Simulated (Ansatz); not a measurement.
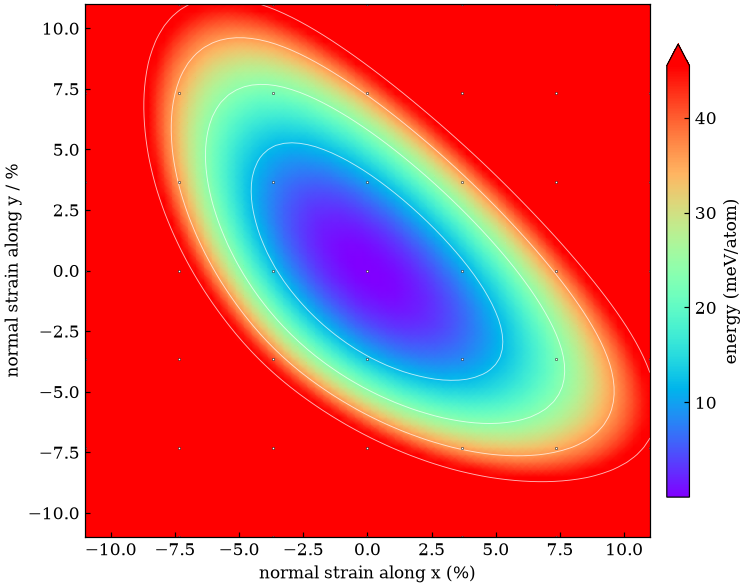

AlNi (P4/mmm, No. 123; 2 atoms in the cell). 
- The energy is mapped over two homogeneous strains.
- The first coordinate is: normal strain along x; the second: normal strain along y.
- Nothing is relaxed (symmetry fixes all fractional coordinates).
- The grid has 7 × 7 points; 28 points were computed and 21 follow by symmetry.
- Points are written as (first, second).
- Energies are in meV/atom, from the lowest grid point.
- The runs have no spin polarisation; a magnetic state may lie lower.
- Theory: DFT PBEsol, scalar-relativistic, plane waves, PAW (Ansatz). Settings: cutoff 520 eV, k-mesh 16×16×16, gaussian smearing 0.15 eV, no spin polarisation.

In the figure: a smooth colour map with a few white contour lines, dots at the grid points, one colour for all values above the top of the scale. Between grid points the surface is interpolated.

Where is the minimum, and how stiff is the crystal against these two strains (in GPa)?

The interpolated minimum is at 0.0 % and 0.0 %. Divided by the cell volume of 23.4 Å³, the second derivatives of the energy there are about 230 GPa along the first strain and 230 GPa along the second, with a cross term of about 145 GPa (clamped ions). Round the minimum the valley is strongly tilted: raising normal strain along x shifts the best value of normal strain along y downwards (coupling k₁₂/√(k₁₁k₂₂) about 0.6).

PAW datasets: the set soft_1.
